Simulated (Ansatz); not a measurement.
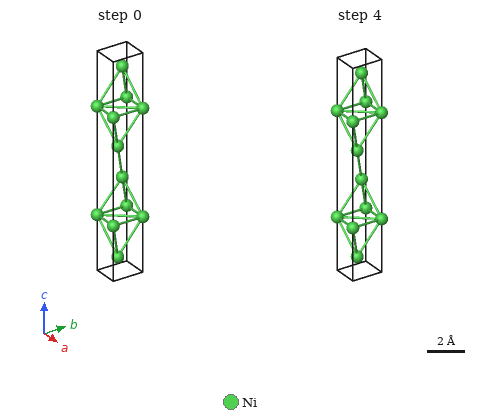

The structure of a crystal of Ni (set up in R-3m) (coarse preliminary run) before (left) and after (right) a relaxation, at one scale.

Style: ball-and-stick. Shown: the conventional cell (3 times the calculation's cell), slightly off an axis. Lengths and directions refer to the drawn axes.

Case: 2 of 2 H taken out, relaxed.

These are results of DFT PBE, scalar-relativistic, plane waves, PAW in Ansatz 0.2.0, not measurements.

Input
```yaml
crystal:
  lattice:
    - [1.2804839901, 0.7392877764, 4.1885837494]
    - [-1.2804839901, 0.7392877764, 4.1885837494]
    - [0.0, -1.4785755527, 4.1885837494]
  atoms:
    - { symbol: Ni, position: [0.7473725518, 0.7473725518, 0.7473725518], spin: 0.81 }
    - { symbol: Ni, position: [0.2526274482, 0.2526274482, 0.2526274482], spin: 0.81 }
basis:
  ecutwfc: 420
kpoints:
  mp_grid: { grid: [12, 12, 12] }
hamiltonian:
  xc: pbe
scf:
  occupations: { method: gaussian, width: 0.1 }
output:
  forces: true
  stress: true
  eigenvalues: true
  populations: true
magnetization:
  spin_polarized: true
relax:
  adjacent_minimum: "off"
  f_tol: 0.0325
  max_steps: 70
  cell: { stress_tol: 0.24 }
```

Command:
```bash
ansatz run input.yaml --threads 2 --pin off --max-ram 5120MiB --backend cpu --events-out ev --progress --plain --runs-dir out
```

**What changed between the two?**

The energy falls by 0.107 eV per cell of the calculation in 3 accepted moves (4 points after the start). The largest force component goes from 0.39 to under 0.0001 eV/Å. Pressure: −13.55 GPa at the start and 0.07 GPa at the end. At 1 point the geometry stayed and the basis and grid were re-selected for the new cell (energy shift of 1.0 meV per cell of the calculation at most each time). The largest moves relative to the cell, 0.032 Å, are those of Ni1 and Ni2. Ni2 goes along −c. The drawn cell changes as follows: a = b 2.561 → 2.490 Å (−2.8 %), c 12.566 → 12.179 Å (−3.1 %); the volume changes by −8.4 %. Among the contacts that change: Ni1–Ni2 2.618 → 2.487 Å, Ni1–Ni1 2.561 → 2.490 Å, Ni1–Ni2 (another image) 2.510 → 2.487 Å. The space group (tolerance 0.01 Å) goes from R-3m (No. 166) to Fm-3m (No. 225). Cost: 26 s on 2 threads of AMD EPYC 9R14 (Zen 4), with other jobs on the host, peak memory 0.52 GiB.
